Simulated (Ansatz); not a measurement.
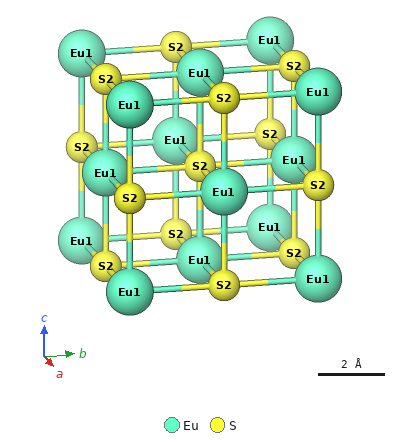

**Figure 1.** The input geometry (ball-and-stick view of the cell 4 times as large as that of the calculation, set on its symmetry axes, seen slightly off an axis; atoms are numbered from 1 in the order of the input).

# EuS: band-structure calculation

System: EuS (2 atoms in the cell).
Method: DFT, PBE, all-electron LAPW, scalar-relativistic, spin-polarised (Ansatz 0.2.0).

The structure derives from an entry of the Crystallography Open Database. Figures and captions count atoms from 1; the log counts them from 0 in places.

Input file
```yaml
crystal:
  lattice:
    - [0.0, 2.9785, 2.9785]
    - [2.9785, 0.0, 2.9785]
    - [2.9785, 2.9785, 0.0]
  atoms:
    - { symbol: Eu, position: [0.0, 0.0, 0.0], spin: 7.0 }
    - { symbol: S, position: [0.5, 0.5, 0.5] }
magnetization:
  spin_polarized: true
kpoints:
  mp_grid: { grid: [10, 10, 10] }
  band_path:
    path:
      - [0.0, 0.0, 0.0]
      - [0.5, 0.0, 0.5]
      - [0.625, 0.25, 0.625]
      - [0.375, 0.375, 0.75]
      - [0.0, 0.0, 0.0]
      - [0.5, 0.5, 0.5]
      - [0.5, 0.25, 0.75]
      - [0.5, 0.0, 0.5]
    npoints: 8
scf:
  occupations: { method: fermi_dirac, width: 0.05 }
hamiltonian:
  xc: pbe
  pseudopotentials: { kind: all_electron, lapw: { basis_error: 0.00025 } }
output:
  forces: true
  stress: true
  eigenvalues: true
  populations: true
  dos: { projected: true, de: 0.2, e_range: [-14, 8] }
```

Launched with:
```bash
ansatz run input.yaml --threads 1 --pin off --max-ram 3072MiB --backend cpu --events-out ev --progress --plain --runs-dir out
```

What the program printed
```
Eu: projections on atomic orbitals take those of the free atom 1s2 2s2 2p6 3s2 3p6 3d10 4s2 4p6 4d10 4f7 5s2 5p6 5d0 6s2, of charge +0.00 (hamiltonian.pseudopotentials.projection_atoms)
S: projections on atomic orbitals take those of the free atom 1s2 2s2 2p6 3s2 3p4, of charge +0.00 (hamiltonian.pseudopotentials.projection_atoms)
LAPW: plane waves up to 7.907 Å⁻¹, error target 2.5e-4 eV per atom; small_component_spin mean_spin; S in spheres of 1.211 Å, 14 of its electrons in bands, Dirac shells []; Eu in spheres of 1.768 Å, 33 of its electrons in bands, Dirac shells [] (how accurate: hamiltonian.pseudopotentials.lapw.basis_error, Limitations)
Engine: ansatz 0.2.0, aarch64-unknown-linux-gnu
Pseudopotentials: kind: all_electron
Pseudopotential: Eu, LAPW, valence charge 33, lapw/all_electron/scalar/gaussian/Eu, Koelling and Harmon's equation, gaussian nucleus
Pseudopotential: S, LAPW, valence charge 14, lapw/all_electron/scalar/gaussian/S, Koelling and Harmon's equation, gaussian nucleus
Functional definition: PBE
  parameter kappa = 0.804
  parameter beta = 0.06672455060314922
  exchange = pbe_x(kappa = kappa, mu = beta*pi^2/3)
  correlation = pbe_c(beta = beta)
Crystal: 2 atoms, lattice volume = 52.847 Å³
Basis set: ecut = 238.20186317551403 eV, 459 PW (Γ), exchange–correlation at level 2
Bands: 33, of which v1, the nominal top of the filled ones, is band 24 counted from 1 (23 counted from 0)
Symmetry: 48 space group operations
Space group: Fm-3m (ITA 225), of the structure as read, at distance tolerance 3.8e-5 Å
Magnetic group: BNS 225.116 (UNI 1618), of the structure as read, at distance tolerance 3.8e-5 Å
k-points: 47 of 1000
Non-local potential: Eu, projectors of the file, none
Non-local potential: S, projectors of the file, none
Initial density: superposition of atomic densities (chi_scale 0.1, normalization cell)
Starting moments: Σ|m| = 7 μB on 1 of 2 sites
Initial wavefunctions: plane waves of lowest kinetic energy (no species holds an atomic orbital)
Functional: x = pbe(κ = 0.804, μ = 0.2195149727645171), c = pbe(β = 0.06672455060314922)
iter 1 solved again at ethr=2.57e-3 eV; its pass at ethr=1.00e-1 eV (dr2=1.21e0 eV) is discarded
SCF iter   1: F=—  HF=-305938.603589 eV  |F-HF|=—  |Δ(HF+E_count)|=         —  Δρ=1.67e-2 (↑1.50e-2 ↓1.67e-2)  dr2=1.21e0  dr2_m=1.06e-3  M=6.986 μB ∫|m|=7.037 μB  β_m=0.30  ethr=2.57e-3  ⟨swp⟩=2.0  Hψ=18899  notcnv=0
Mixer restart at iter 1: flushing history
preconditioner: auto → Kerker (q_TF=auto, 2.675 Å⁻¹)  [metal: Δε(μ)=0.052 eV  Ē_g=12.088 eV  σ=0.050 eV  W_gap=0.25  n_scr=14 (ndim 8)  ℏωp=23.4 eV  f_vac=0.000  D(μ)=0.68/eV (n_scr^D=0)]
spin=Collinear: Kerker preconditioning applied to the charge; magnetization (m = ρ↑ − ρ↓) channel mixes plain (no charge-response kernel on spin).
SCF iter   2: F=—  HF=-305938.449616 eV  |F-HF|=—  |Δ(HF+E_count)|=   1.54e-1  Δρ=1.26e-2 (↑1.10e-2 ↓1.26e-2)  dr2=6.82e-1  dr2_m=6.95e-4  M=6.980 μB ∫|m|=7.048 μB  β_m=0.50  ethr=2.57e-3  ⟨swp⟩=2.0  Hψ=9181  notcnv=0
SCF iter   3: F=—  HF=-305938.326313 eV  |F-HF|=—  |Δ(HF+E_count)|=   1.23e-1  Δρ=5.91e-3 (↑5.06e-3 ↓5.91e-3)  dr2=1.48e-1  dr2_m=1.76e-4  M=6.974 μB ∫|m|=7.071 μB  β_m=0.60  ethr=1.45e-3  ⟨swp⟩=2.0  Hψ=9173  notcnv=0
SCF iter   4: F=—  HF=-305938.330710 eV  |F-HF|=—  |Δ(HF+E_count)|=   4.40e-3  Δρ=2.96e-3 (↑2.44e-3 ↓2.96e-3)  dr2=3.22e-2  dr2_m=9.65e-5  M=6.984 μB ∫|m|=7.103 μB  β_m=0.56  ethr=3.14e-4  ⟨swp⟩=2.0  Hψ=9500  notcnv=0
iter 5 solved again at ethr=2.61e-6 eV; its pass at ethr=6.86e-5 eV (dr2=1.23e-3 eV) is discarded
SCF iter   5: F=—  HF=-305938.329960 eV  |F-HF|=—  |Δ(HF+E_count)|=         —  Δρ=6.70e-4 (↑6.70e-4 ↓6.51e-4)  dr2=1.23e-3  dr2_m=2.05e-6  M=6.980 μB ∫|m|=7.110 μB  β_m=0.60  ethr=2.61e-6  ⟨swp⟩=2.0  Hψ=15312  notcnv=0
the basis was enlarged: its passes take 5.5 MiB over the memory plan, 2 of 2 planned eigensolver slots
SCF iter   6: F=—  HF=-305938.330743 eV  |F-HF|=—  |Δ(HF+E_count)|=   7.83e-4  Δρ=3.76e-4 (↑3.73e-4 ↓3.76e-4)  dr2=2.55e-4  dr2_m=2.46e-6  M=6.983 μB ∫|m|=7.115 μB  β_m=0.72  ethr=2.61e-6  ⟨swp⟩=3.0  Hψ=9168  notcnv=0
SCF iter   7: F=—  HF=-305938.331340 eV  |F-HF|=—  |Δ(HF+E_count)|=   5.97e-4  Δρ=1.53e-4 (↑1.53e-4 ↓1.46e-4)  dr2=5.60e-5  dr2_m=5.16e-7  M=6.985 μB ∫|m|=7.116 μB  β_m=0.86  ethr=5.43e-7  ⟨swp⟩=3.0  Hψ=9291  notcnv=0
SCF iter   8: F=—  HF=-305938.331519 eV  |F-HF|=—  |Δ(HF+E_count)|=   1.78e-4  Δρ=3.66e-5 (↑3.66e-5 ↓2.64e-5)  dr2=2.40e-6  dr2_m=7.99e-8  M=6.985 μB ∫|m|=7.117 μB  β_m=0.93  ethr=1.19e-7  ⟨swp⟩=3.0  Hψ=9435  notcnv=0
SCF iter   9: F=—  HF=-305938.331533 eV  |F-HF|=—  |Δ(HF+E_count)|=   1.45e-5  Δρ=1.33e-5 (↑1.33e-5 ↓7.34e-6)  dr2=4.16e-7  dr2_m=1.08e-8  M=6.986 μB ∫|m|=7.117 μB  β_m=0.96  ethr=5.10e-9  ⟨swp⟩=3.0  Hψ=9449  notcnv=0
SCF iter  10: F=—  HF=-305938.331535 eV  |F-HF|=—  |Δ(HF+E_count)|=   1.71e-6  Δρ=3.71e-6 (↑3.71e-6 ↓2.07e-6)  dr2=2.86e-8  dr2_m=7.12e-10  M=6.986 μB ∫|m|=7.117 μB  β_m=0.98  ethr=8.85e-10  ⟨swp⟩=3.0  Hψ=9444  notcnv=0
SCF iter  11: F=—  HF=-305938.331535 eV  |F-HF|=—  |Δ(HF+E_count)|=   1.39e-7  Δρ=1.92e-6 (↑1.92e-6 ↓1.32e-6)  dr2=1.04e-8  dr2_m=7.31e-11  M=6.986 μB ∫|m|=7.117 μB  β_m=0.99  ethr=6.08e-11  ⟨swp⟩=2.6  Hψ=9081  notcnv=0
SCF iter  12: F=-305938.331535 eV  HF=-305938.331535 eV  |F-HF|=1.22e-9  |Δ(HF+E_count)|=   1.47e-8  Δρ=5.92e-7 (↑5.31e-7 ↓5.92e-7)  dr2=1.11e-9  dr2_m=4.84e-12  M=6.986 μB ∫|m|=7.117 μB  ethr=2.20e-11  ⟨swp⟩=2.9  Hψ=9134  notcnv=0
SCF 1 converged in 12 iterations: F = -305938.331535 eV  dr2 = 1.11e-9
```

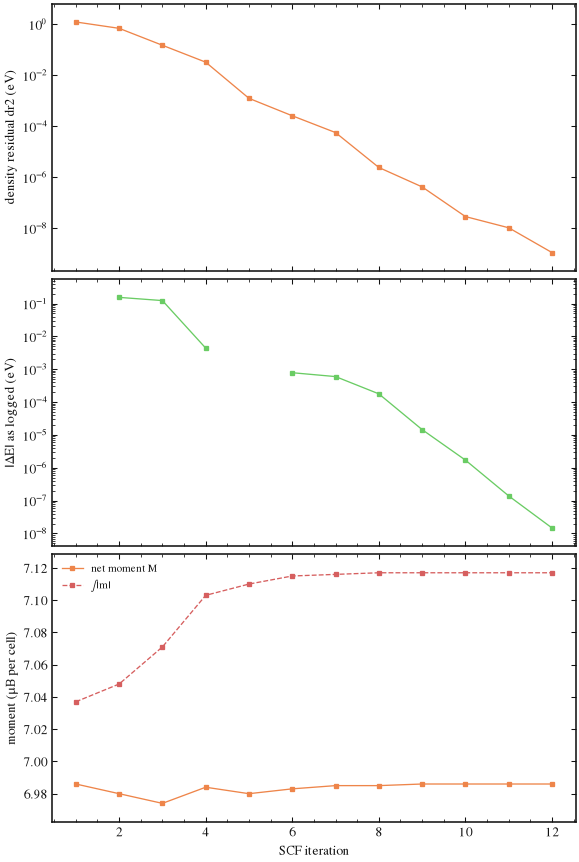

**Figure 2.** Convergence of the self-consistent field: density residual dr2, size of the energy change and magnetic moment against the SCF iteration. The residual falls at every step. The net moment stays at 7.0 μB per cell.

```
NSCF: frozen V_eff on 57 k-points
SCF converged after 12 iterations
Magnetization: 6.9857 μB (26.9928 up, 20.0072 down)
Absolute magnetization: 7.1168 μB (∫|ρ↑−ρ↓|)
Spin contamination: 0.0111 ħ² per cell (⟨S²⟩ above its minimum at these occupations)
Per-site moments (μB) at R_I (Å): [(6.913024684678646, 1.767947758677543), (-0.06532969214479056, 1.2105521969393482)]
Free energy (F): -305938.331535 eV
Harris-Foulkes:  -305938.331535 eV  (|F-HF|=1.22e-9)
Internal energy: -305938.321315 eV  (E = F + TS)
E sigma→0 (E₀):  -305938.326425 eV
Entropy (-TS):   -0.010220 eV (-5.110 meV/atom)
Fermi energy:    12.063243 eV
--- Per-component energies (eV) ---
  E_band       = -3812.302989
  E_kinetic    = 330793.484398
  E_xc         = -7321.142942
  E_electrostatic = -629410.662771  (all electrons and nuclei)
  E_smearing   = -0.010220  (= −TS)
  E_closure    = 0.000000  (closes the sum)
  E_atoms      = -305919.596374  (free atoms, spherical and without spin; not in F)
  Σ components = -305938.331535   (vs F -305938.331535, Δ=0.00e0)
  Basis errors (estimates in eV, not in F): energy 8.3e-5 per atom: plane waves 7.1e-5 (4.0e-5 summed), levels above the bands 2.3e-58, relativity 5.6e-8, radial functions 1.3e-5, core shells 9.9e-9; eigenvalues (radial functions only) 9.7e-7; not estimated: angular momenta, meshes, grids; target (lapw.basis_error) 2.5e-4; muffin-tin radii S 1.211 Å, Eu 1.768 Å
--- Forces (eV/Å), atoms counted from 1 ---
  atom   1  Eu     0.00000000    -0.00000000     0.00000000
  atom   2  S      0.00000000     0.00000000    -0.00000000
  max |Σ_I F_I| component: 3.68e-30 eV/Å
--- Stress (GPa, compression-positive) ---
       -2.393060       0.000000      -0.000000
        0.000000      -2.393060      -0.000000
       -0.000000      -0.000000      -2.393060
  P = ⅓ Tr σ = -2.3931 GPa (-23.931 kbar)
--- Band table (eV; the first three rows and the last of 94) ---
  k-point 0 ↑: bands = ["-243.8655", "-243.8655", "-243.8655", "-193.8680", "-138.6371", "-138.6371", "-138.6371", "-120.5125", "-120.5125", "-120.5125", "-120.5048", "-120.5048", "-29.3233", "-8.0818", "-8.0818", "-8.0818", "-1.3931", "9.3057", "9.3057", "9.3057", "11.6221", "11.7787", "11.7787", "11.7787", "12.0953", "12.0953", "12.0953", "12.9020", "13.1675", "13.1675", "13.1675", "14.0373", "14.0373"]
  k-point 1 ↑: bands = ["-243.8655", "-243.8655", "-243.8655", "-193.8680", "-138.6371", "-138.6371", "-138.6371", "-120.5125", "-120.5125", "-120.5125", "-120.5048", "-120.5048", "-29.3220", "-8.1157", "-8.0841", "-8.0841", "-1.3159", "8.9345", "9.1730", "9.1730", "11.6174", "11.7588", "11.7588", "11.7791", "11.9599", "11.9982", "11.9982", "13.1535", "13.3615", "13.3615", "13.5465", "14.4109", "14.4109"]
  k-point 2 ↑: bands = ["-243.8655", "-243.8655", "-243.8655", "-193.8680", "-138.6371", "-138.6371", "-138.6371", "-120.5125", "-120.5125", "-120.5125", "-120.5048", "-120.5048", "-29.3188", "-8.2023", "-8.0904", "-8.0904", "-1.1119", "8.1678", "8.8632", "8.8632", "11.6069", "11.7182", "11.7182", "11.7802", "11.8375", "11.8646", "11.8646", "13.3767", "13.8538", "13.8538", "14.6135", "15.3299", "15.3299"]
  k-point 46 ↓: bands = ["-238.4125", "-238.4125", "-238.4125", "-193.8843", "-138.6597", "-138.6597", "-138.6597", "-115.0928", "-115.0928", "-115.0708", "-115.0708", "-115.0708", "-26.2434", "-6.0451", "-5.9858", "-5.9737", "-0.8329", "8.2057", "8.4462", "8.6463", "13.5870", "15.0288", "16.1684", "16.2978", "16.3171", "16.3467", "16.4834", "16.6804", "16.7117", "16.8118", "17.1712", "18.0524", "19.1651"]
--- Löwdin populations: 2 sites ---
  site symbol       q [e]    m [muB]
     0     Eu     62.6814     7.0677
     1      S     16.2821    -0.0965
  spilling = 0.000463 (of n_electrons = 79.000000)
```

File populations.tsv
```
# site	symbol	l	j	q_up	q_dn
# orbitals = lowdin
# n_electrons = 79.000000
# spilling = 0.000463
# projection_atom_Eu: 1s2 2s2 2p6 3s2 3p6 3d10 4s2 4p6 4d10 4f7 5s2 5p6 5d0 6s2
# projection_atom_S: 1s2 2s2 2p6 3s2 3p4
0	Eu	0_1S	-	1.000000	1.000000
0	Eu	0_2S	-	0.999991	0.999991
0	Eu	0_3S	-	0.999886	0.999883
0	Eu	0_4S	-	0.998793	0.998772
0	Eu	0_5S	-	0.978970	0.981269
0	Eu	0_6S	-	0.190347	0.172209
0	Eu	1_2P	-	3.000000	3.000000
0	Eu	1_3P	-	2.999998	2.999998
0	Eu	1_4P	-	2.999930	2.999924
0	Eu	1_5P	-	2.991299	2.987275
0	Eu	2_3D	-	4.999998	4.999999
0	Eu	2_4D	-	4.999953	4.999979
0	Eu	2_5D	-	0.885492	0.642197
0	Eu	3_4F	-	6.829886	0.025336
1	S	0_1S	-	0.999923	0.999922
1	S	0_2S	-	0.994704	0.994631
1	S	0_3S	-	0.802418	0.808779
1	S	1_2P	-	2.999485	2.999465
1	S	1_3P	-	2.296246	2.386485
```

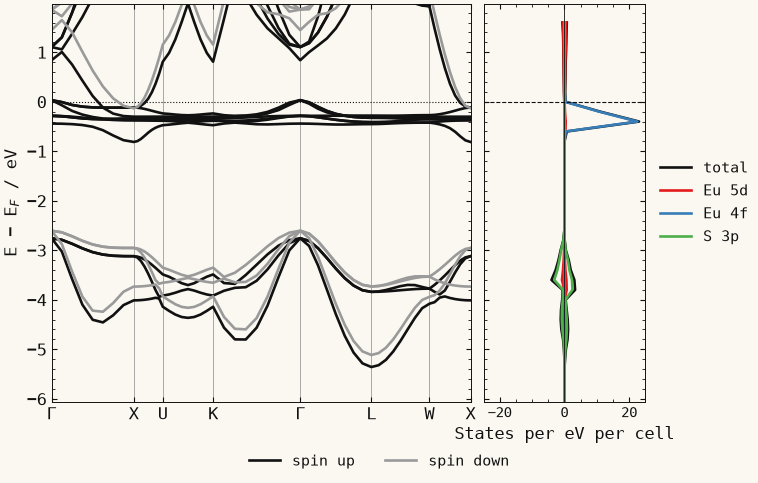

**Figure 3.** Band structure along Γ–X–U–K–Γ–L–W–X and density of states (projected on atomic shells), with energies from the Fermi level. Bands cross the Fermi level: a metal at this level of theory.

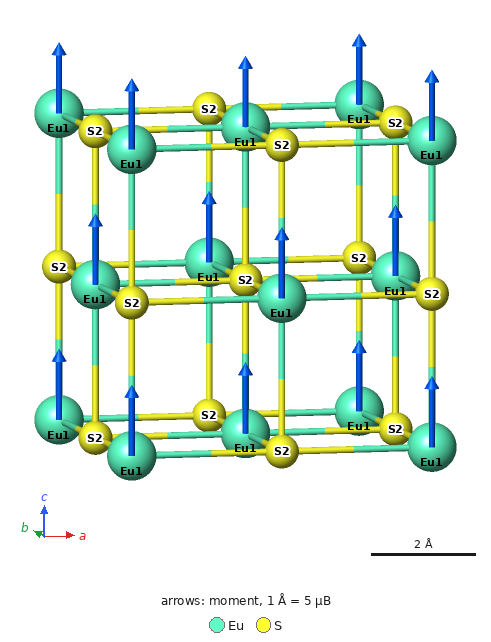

**Figure 4.** Magnetic moments of the sites as blue arrows (ball-and-stick view of the cell 4 times as large as that of the calculation, set on its symmetry axes, seen slightly off an axis; atoms are numbered from 1 in the order of the input); small moments hardly show. The run is collinear, so the axis drawn is arbitrary. Site moments: Eu1 (6.91 μB); S2 (−0.07 μB). They are counted near the atoms and needn't add up to the moment of the cell.

Key numbers

| quantity | value |
| --- | --- |
| outcome | converged |
| space group (tolerance 0.01 Å) | Fm-3m (225) |
| electrons in bands (core shells apart) | 47 |
| free energy | −305938.3315 eV |
| Fermi energy | 12.063 eV |
| net moment of the cell | 6.99 μB |
| integrated absolute moment | 7.12 μB |
| pressure | −2.39 GPa |
| electronic character | metal |
| largest force (length of the vector) | under 0.001 eV/Å |
| hardware | 1 thread of an Arm (aarch64) CPU, shared host |
| wall time | 84 s |
| peak memory | 0.58 GiB |
